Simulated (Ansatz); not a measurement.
# Si₁₆HC₁₆ (cell charge +1, with a compensating background) (cell with a defect): what the fields show

Input

```
crystal:
  lattice:
    - [-6.1882403622, 1.0e-10, 0.0]
    - [3.0941201811, -5.3591733584, 0.0]
    - [0.0, 0.0, 10.1293391982]
  atoms:
    - { symbol: Si, position: [0.1578996167, 0.3289498083, 0.9355377079] }
    - { symbol: Si, position: [0.1578700456, 0.8289350228, 0.9374319428] }
    - { symbol: Si, position: [0.6578612289, 0.3289506268, 0.9355308625] }
    - { symbol: Si, position: [0.6578612289, 0.8289106022, 0.9355308625] }
    - { symbol: Si, position: [0.3246460087, 0.1625819271, 0.4370290588] }
    - { symbol: Si, position: [0.3246460087, 0.6620640817, 0.4370290588] }
    - { symbol: Si, position: [0.8244605645, 0.1622302822, 0.4361122693] }
    - { symbol: Si, position: [0.8241500157, 0.6620750079, 0.4370256364] }
    - { symbol: Si, position: [0.491169421, 0.4955847105, 0.6864629166] }
    - { symbol: Si, position: [0.4910346109, 0.9955173054, 0.686497695] }
    - { symbol: Si, position: [0.9912022471, 0.4956729874, 0.6864975936] }
    - { symbol: Si, position: [0.9912022471, 0.9955292597, 0.6864975936] }
    - { symbol: Si, position: [0.4911735484, 0.4955867742, 0.1862382979] }
    - { symbol: Si, position: [0.4903942997, 0.9951971498, 0.1861432577] }
    - { symbol: Si, position: [0.9914917793, 0.4962408244, 0.1861617108] }
    - { symbol: Si, position: [0.9914917793, 0.9952509549, 0.1861617108] }
    - { symbol: C, position: [0.1581365622, 0.3290682811, 0.7477653563] }
    - { symbol: C, position: [0.1577913358, 0.8288956679, 0.7479780707] }
    - { symbol: C, position: [0.6576733975, 0.3290485906, 0.7477602391] }
    - { symbol: C, position: [0.6576733975, 0.8286248069, 0.7477602391] }
    - { symbol: C, position: [0.3259410741, 0.1652405131, 0.2492585085] }
    - { symbol: C, position: [0.3259410741, 0.660700561, 0.2492585085] }
    - { symbol: C, position: [0.8244366364, 0.1622183182, 0.2483331461] }
    - { symbol: C, position: [0.8215230443, 0.6607615222, 0.2492573546] }
    - { symbol: C, position: [-0.0088597868, -0.004409542, 0.4989005636] }
    - { symbol: C, position: [-0.0088597868, 0.4955497552, 0.4989005636] }
    - { symbol: C, position: [0.4911485821, -0.004425709, 0.4989082549] }
    - { symbol: C, position: [0.4911561298, 0.4955780649, 0.499770302] }
    - { symbol: C, position: [-0.0108044741, -0.0023774894, -0.00259831] }
    - { symbol: C, position: [-0.0108044741, 0.4915730154, -0.00259831] }
    - { symbol: C, position: [0.4952066344, -0.0023966828, -0.0026364666] }
    - { symbol: C, position: [0.4912143417, 0.4956071709, -0.0014823932] }
    - { symbol: H, position: [1.1579316615, 0.8289658307, 0.1197500158] }
  host:
    lattice:
      - [3.0941201811, 0.0, 0.0]
      - [-1.5470600905, 2.6795866792, 0.0]
      - [0.0, 0.0, 10.1293391982]
    atoms:
      - { symbol: Si, position: [0.6666666667, 0.3333333333, 0.9378441878] }
      - { symbol: Si, position: [0.3333333333, 0.6666666667, 0.4378441878] }
      - { symbol: Si, position: [0.0, 0.0, 0.6878995565] }
      - { symbol: Si, position: [0.0, 0.0, 0.1878995565] }
      - { symbol: C, position: [0.6666666667, 0.3333333333, 0.7498074458] }
      - { symbol: C, position: [0.3333333333, 0.6666666667, 0.2498074458] }
      - { symbol: C, position: [0.0, 0.0, 0.5004478099] }
      - { symbol: C, position: [0.0, 0.0, 0.0004478099] }
total_charge: 1
basis:
  ecutwfc: 420
  xc_grid: 2
kpoints:
  mp_grid: { grid: [2, 2, 2], shift: [0.0, 0.0, 0.0] }
hamiltonian:
  xc: pbe
scf:
  occupations: { method: gaussian, width: 0.01 }
output:
  forces: true
  stress: false
  eigenvalues: true
  charged_corrections:
    defect_position: [0.875, 0.6875, 0.06818182]
    epsilon: [[10.3445, 0.0, 0.0], [0.0, 10.3445, 0.0], [0.0, 0.0, 11.0257]]
  write_density: true
  write_potential: true
  elf: true
  volumetric_format: npy
relax:
  adjacent_minimum: "off"
  f_tol: 0.025
  max_steps: 45
```

Command:

```sh
ansatz run input.yaml --threads 4 --pin off --max-ram 10240MiB --backend cpu --events-out ev --progress --plain --runs-dir out
```

The fields are those of the run's last geometry, not of the input's.

These are results of DFT PBE, scalar-relativistic, plane waves, PAW in Ansatz, not measurements.

In a PAW calculation such maps are meaningful between the atoms, not at the nuclei.

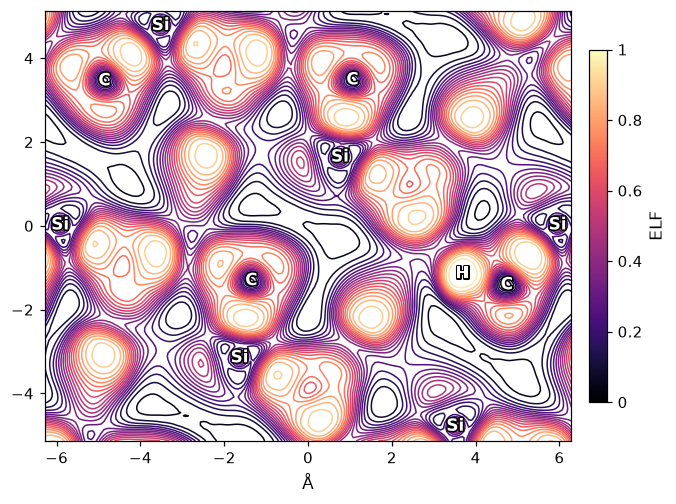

Figure 1. ELF on the (111) plane of the calculation cell.

**What do the fields say about this system?**

Atoms in the plane: Si, C and H. Atoms just off the plane (Si, 0.7 Å away and C, 0.5 Å away) can leave unmarked features too. C–H (1.10 Å): the ELF climbs to about 1 towards the hydrogen, as it does in any bond to H; an ordinary covalent bond to hydrogen. Si–C (1.88 Å): the ELF peaks at about 0.95 between the atoms: a shared electron pair. Si–C (1.90 Å): the ELF peaks at about 0.95 between the atoms (localised, covalent bonding).

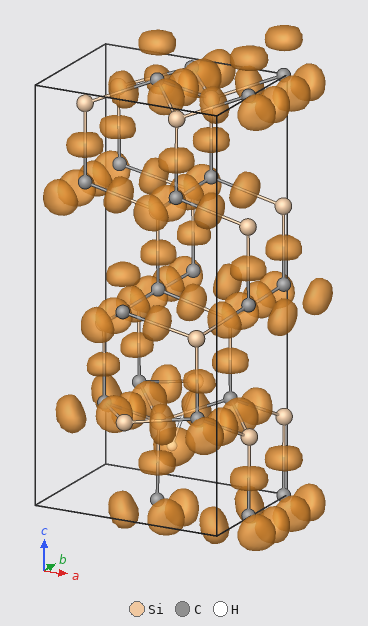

Figure 2. Isosurface of the ELF at 0.85 (orange), seen at an oblique angle. Only the valence region is drawn (cores and ρ < 0.01 e/Å³ removed). Sticks mark near contacts.

**Identify the bonds, lone pairs and shells in this picture.**

At this value the surface marks out 63 regions between bonded C–Si atoms (shared pairs) and one region around a hydrogen nucleus, counted in one cell of 33 atoms. Any copies at cell faces, edges or corners count once. Along the contacts the grid gives the following. Si–H (1.68 Å): the ELF climbs to about 1 towards the hydrogen.

**Does the calculation make it a metal, or give it a gap?**

It is gapped, with a Kohn–Sham gap of 1.8 eV on the k-point mesh (the band edges may lie off the mesh, which would make the gap smaller).
